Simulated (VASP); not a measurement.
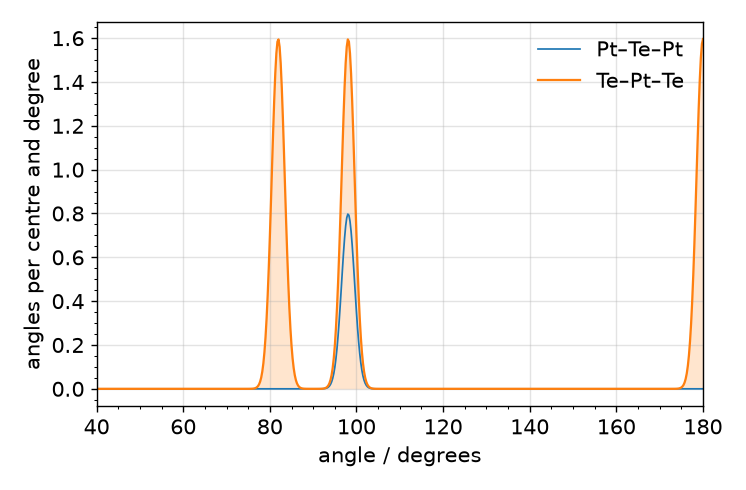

Bond-angle distributions computed from the structure of Te₂Pt; each angle is a Gaussian of σ = 1.5°. Bonds counted: Pt–Te up to 3.34 Å. Structure used: an entry of the Crystallography Open Database, as set up for an electronic-structure calculation.

Question: Give the groups of angles for each curve.

Answer: Pt–Te–Pt: 98° (3 per centre)
Te–Pt–Te: 82° (6 per centre); 98° (6 per centre); 180° (3 per centre)

Question: What coordination geometry do the angles point to, counting the bonds named above alone?

Answer: Pt has 6 Te neighbours in an octahedral arrangement (distorted).

The structure has space group P-3m1 (No. 164); other forms of this composition would give other results.
